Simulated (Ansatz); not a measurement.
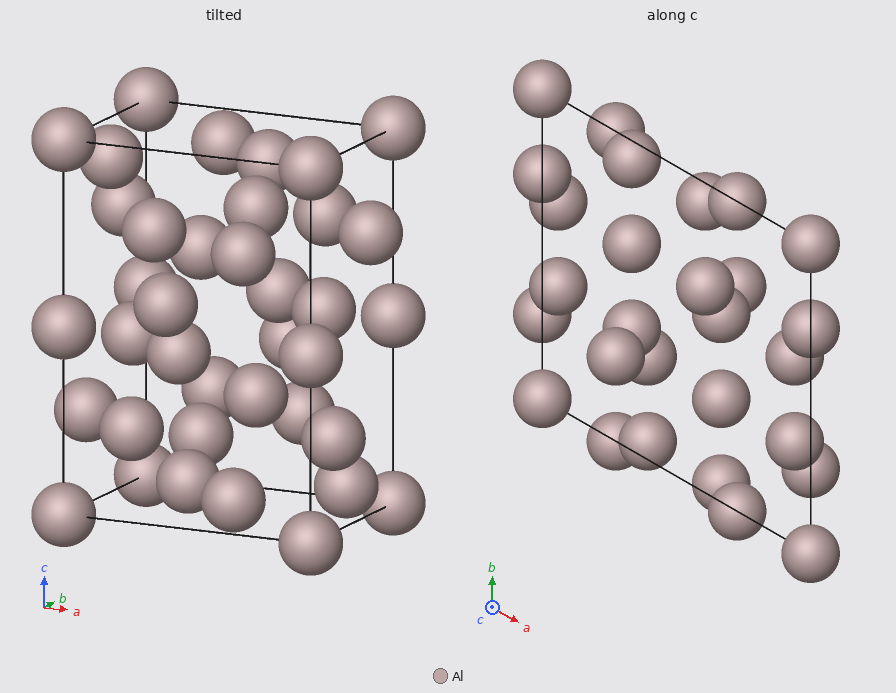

Crystal structure, spheres-only style, seen slightly off an axis and along the c axis. The conventional unit cell is drawn as a box.

Summary of the structure:

The element is aluminium. It belongs to space group R-3c (No. 167) and has a rhombohedral (trigonal R) lattice. The cell holds 24 atoms.

The structure was taken from a textbook structure type filled with this element (whether it is the usual form wasn't checked). The geometry was optimised with Ansatz, DFT PBE, scalar-relativistic, plane waves, PAW.
